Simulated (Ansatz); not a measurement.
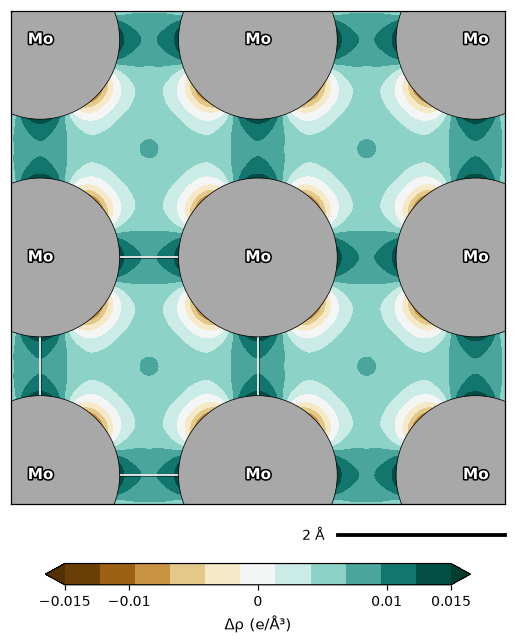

Mo. Difference of the valence pseudo-densities of two functionals at the same geometry, on the (010) plane of the calculation cell: HSE06 less PBE.

Both computed with Ansatz (plane waves, PAW), on the same k-point mesh. Grey discs cover the atomic cores.

### Where does the change of functional move the electrons?

Against PBE, HSE06 gives a change of +0.009 e/Å³ at the midpoint of Mo–Mo.
